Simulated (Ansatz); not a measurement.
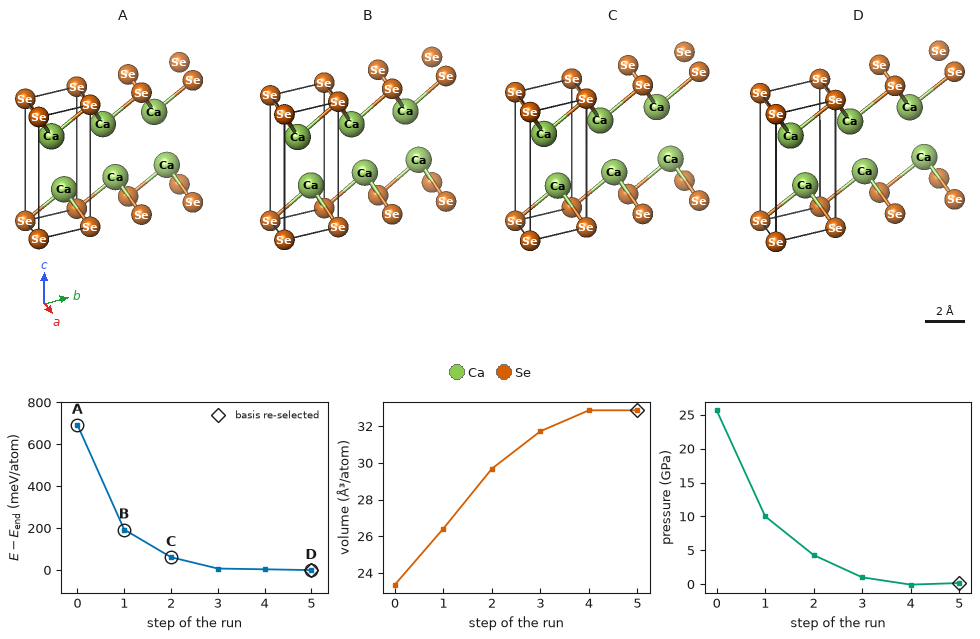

Frames of a relaxation of solid Ca2Se (a generated structure, set up in P-3m1) (coarse preliminary run), marked on the history of the run. A ball-and-stick model of the cell of the calculation, repeated 1 × 3 × 1 with one cell outlined, seen slightly off an axis.

All numbers below come from DFT PBE, scalar-relativistic, plane waves, PAW in Ansatz 0.2.0.

Input
```yaml
crystal:
  lattice:
    - [3.52171303, 0.0, 0.0]
    - [-1.76085651, 3.04989295, 0.0]
    - [0.0, 0.0, 6.52651204]
  atoms:
    - { symbol: Ca, position: [0.66666667, 0.33333333, 0.75872904] }
    - { symbol: Ca, position: [0.33333333, 0.66666667, 0.24127096] }
    - { symbol: Se, position: [0.0, 0.0, 0.0] }
basis:
  ecutwfc: 420
kpoints:
  mp_grid: { grid: [6, 6, 4] }
hamiltonian:
  xc: pbe
scf:
  occupations: { method: gaussian, width: 0.1 }
  lower_state_search: "off"
output:
  forces: true
  stress: true
  eigenvalues: true
relax:
  adjacent_minimum: "off"
  f_tol: 0.04
  max_steps: 70
  cell: { stress_tol: 0.4 }
```

Command:
```bash
ansatz run input.yaml --threads 1 --pin off --max-ram 2560MiB --backend cpu --events-out ev --progress --plain --runs-dir out
```

Question: Describe the path.

Answer: The energy falls by 693 meV per atom in 4 accepted moves (5 points after the start). The largest force component goes from 3 to 0.026 eV/Å. Pressure: 25.66 GPa at the start and 0.18 GPa at the end. At 1 point the geometry stayed and the basis and grid were re-selected for the new cell (energy shift of 3.8 meV per atom at most each time). The largest moves relative to the cell, 0.12 Å, are those of Ca1 and Ca2. Ca1 goes along −c. Se stays in place. The drawn cell changes as follows: a = b 3.522 → 4.083 Å (+15.9 %), c 6.527 → 6.830 Å (+4.7 %); the volume changes by +40.7 %. Near-neighbour distances that change, for instance: Ca1–Se3 2.572 → 2.948 Å. The space group stays P-3m1 (No. 164). From step 0 to 1: Ca atoms move most (0.16 Å), volume +13.1 %, energy −500 meV per atom. From step 1 to 2: Ca atoms move most (0.06 Å), volume +12.4 %, energy −132 meV per atom. From step 2 to 5: Ca atoms move most (0.02 Å), volume +10.7 %, energy −61.6 meV per atom.
